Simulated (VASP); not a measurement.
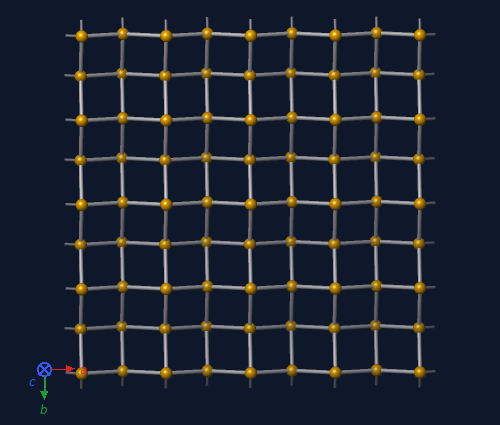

A cut-out of a periodic net derived from a crystal structure. Nodes are coloured by topological kind. One layer is drawn. Edges to nodes outside the piece are drawn as stubs.

### Describe the net.

A uninodal 4-connected, two-periodic (layers) net. It is the sql net, known from the square lattice.

### Give point symbol and coordination sequence.

4^4.6^2, sequence 4, 8, 12, 16, 20, 24.

Origin of the net. SnO (space group P4/nmm, No. 129): a cell listed in the Materials Project, as set up for an electronic-structure calculation. Bonds are taken as O–Sn below 2.5 Å. Atoms with one bond or none are removed and atoms with two bonds are replaced by edges, until no such atom is left. Sn and O are 4-connected nodes.
